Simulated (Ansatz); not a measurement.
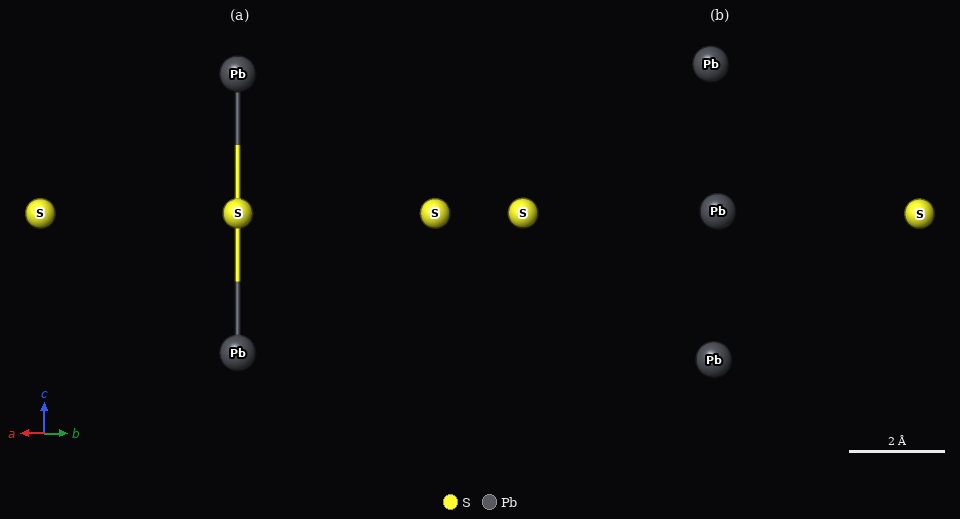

Left: perfect PbS. Right: the same region with one point defect, after relaxing the atoms in a supercell of 64 sites. A ball-and-stick model of the atoms within 4.6 Å of one point, in a slice 3.4 Å thick across the line of sight, seen along [110].

Computed with Ansatz 0.2.0, DFT, PBEsol, PAW, plane waves. Settings: plane-wave cutoff 420 eV; k-point mesh 1 × 1 × 1; mesh shifted by (0.25, 0.25, 0.25); no spin polarisation. Fermi-Dirac smearing of 0.01 eV. A uniform background neutralises the charged cell. The axes drawn are those of the host's conventional cell.

Q: Which defect is it?

A: A sulfur atom is replaced by lead.

The charge state of the cell is +2.

Q: What does the relaxation do around it?

A: In the host the S atom has 6 Pb at 2.95 Å; the Pb atom ends with 6 Pb at 3.12 to 3.14 Å. Of the host's atoms, a lead atom moves furthest from its site, by 0.26 Å. The Pb atom itself moves 0.05 Å from where it was put.

Limits of the set-up: the cell is charged, on a uniform background, and energies carry no finite-size correction.
